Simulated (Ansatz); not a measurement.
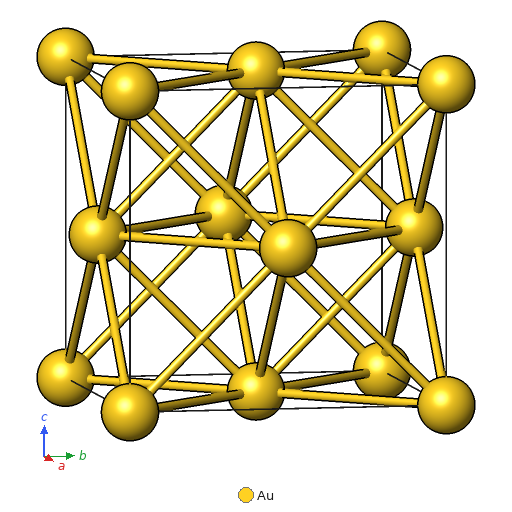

System: Au, space group Fm-3m (No. 225). The picture shows the conventional cell.

Starting cell:
```cif
data_structure
_symmetry_space_group_name_H-M 'P 1'
_symmetry_Int_Tables_number 1
_cell_length_a 2.9400
_cell_length_b 2.9400
_cell_length_c 2.9400
_cell_angle_alpha 60.000
_cell_angle_beta 60.000
_cell_angle_gamma 60.000
_cell_volume 17.97
loop_
_atom_site_label
_atom_site_type_symbol
_atom_site_fract_x
_atom_site_fract_y
_atom_site_fract_z
_atom_site_occupancy
Au1 Au 0.00000 0.00000 0.00000 1
```

Calculation (Ansatz 0.2.0): volume, enthalpy and cell of a crystal along a series of hydrostatic pressures at zero temperature, keeping its symmetry; changes are against the given cell; the k mesh follows the cell and the gap; plane waves with PAW datasets, Γ-centred k mesh. Level: PBE, no spin polarisation.

wave cutoff 420 eV; occupations Gaussian; k mesh at zero pressure 18×18×18; smearing width at zero pressure 0.1 eV.

Predict the volume change against applied pressure. The applied pressure takes the values −3, 0, 3, 8, 15, 30, 60 GPa.

The volume change falls from 2.31 % at applied pressure −3 GPa to −20.04 % at 60 GPa. The solid is metallic at every point.

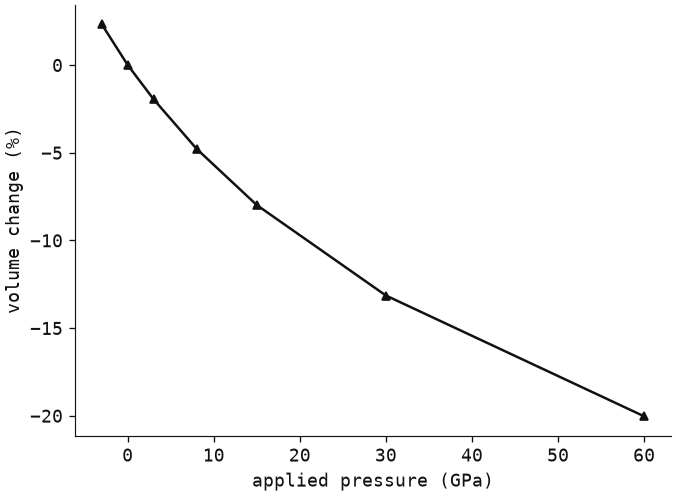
